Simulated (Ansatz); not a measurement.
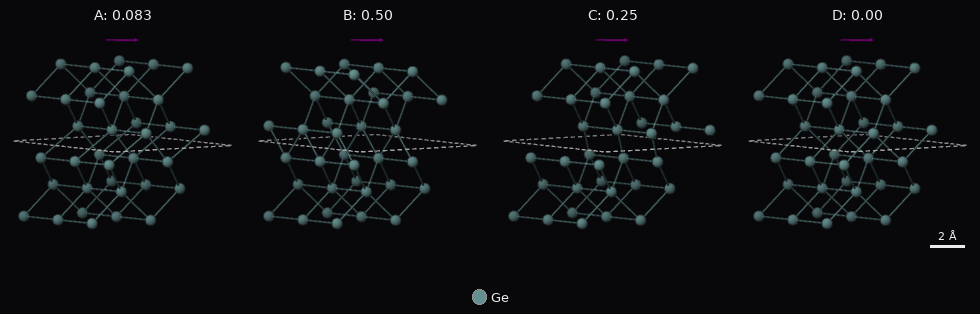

A scan of crystalline Ge (I4_1/amd): the crystal above a cut along the (−1 1 0) plane of the conventional cell (between a plane of Ge below and one of Ge above, 1.81 Å apart) is slid rigidly by fractions of an in-plane lattice vector 5.54 Å long (a generalised stacking fault). One cut stands in each cell, which starts 14.5 Å high; nothing is relaxed, and the dashed outline marks the cut, the arrow on top the direction of slip. A ball-and-stick model of the layers on both sides of the cut, seen from the side, nearly along the cut plane.

Computed with DFT PBEsol, scalar-relativistic, plane waves, PAW (Ansatz). Set-up: plane-wave cutoff 420 eV; k-point mesh 22 × 16 × 4; occupations gaussian; smearing width 0.15 eV; no spin polarisation. Energies (free energies at the smearing named) are counted from the relaxed crystal.

Rank the frames from lowest to highest energy.

Answer. Lowest first: D (the slip 0.00, 0 mJ/m²), A (the slip 0.083, 339 mJ/m²), B (the slip 0.50, 1713 mJ/m²), C (the slip 0.25, 2298 mJ/m²). Over the whole scan: the curve starts and ends at zero, since a full lattice vector restores the crystal. Its highest computed point is 2622 mJ/m² at slip 0.333 and 0.667. The points are too sparse to place its extrema closely. Relaxation across the fault would lower the values.
